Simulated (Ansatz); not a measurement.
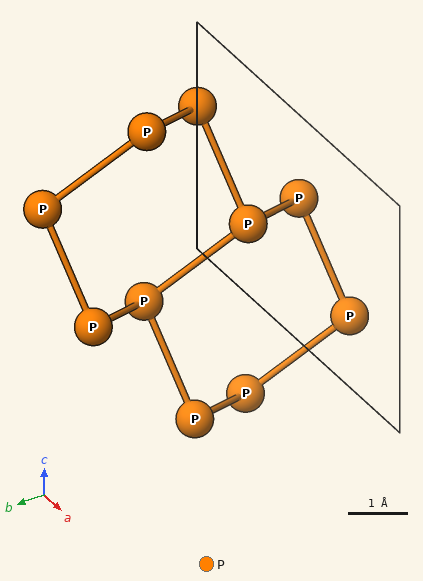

Lattice vibrations of crystalline P, space group Pmna (No. 53), at the zone centre. A ball-and-stick model of the 2 × 1 repeat of the cell, outlined in the plane, without the vacuum, seen from a free direction.

Method: Ansatz 0.2.0, DFT r2SCAN, scalar-relativistic, plane waves, PAW. Set-up: plane-wave cutoff 500 eV; k-point mesh 8 × 1 × 6; occupations gaussian; smearing width 0.05 eV; no spin polarisation.

Frequencies are those without the non-analytic (LO–TO) term.

Which optical modes does it have, at what frequencies, and is it stable there?

Answer. The calculation's cell holds 4 atoms, so there are 9 optical modes, in 8 levels. No level is unstable.

```csv
level,symmetry,frequency (cm⁻¹),activity
1,B₁u,150,infrared-active
2,B₁g,199,Raman-active
3,B₃g,238,Raman-active
4,A_g,355,Raman-active
5,B₃g,442,Raman-active
6,A_u,444,silent
7,B₂g,451,Raman-active
8,doubly degenerate,481,not assigned
```

The modes drawn as arrows (one member of each degenerate set), 6 of the levels:

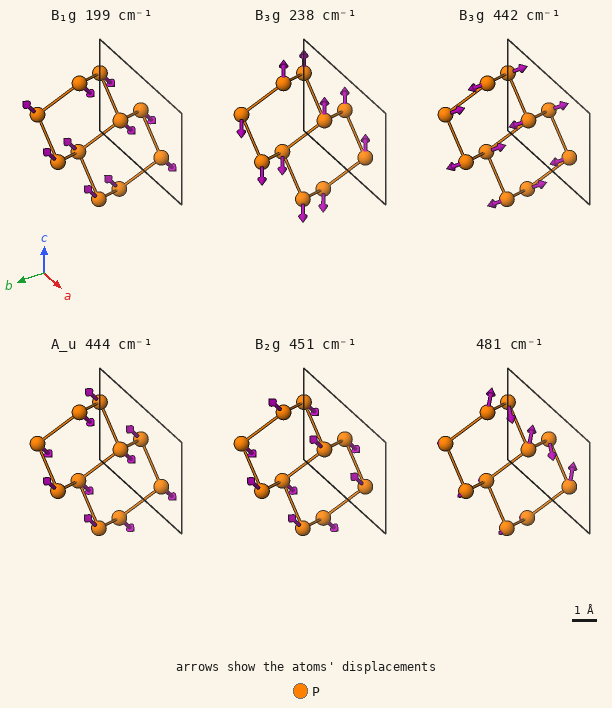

Limits of the set-up: layers or molecules are held without a dispersion correction, so their spacing is unreliable.
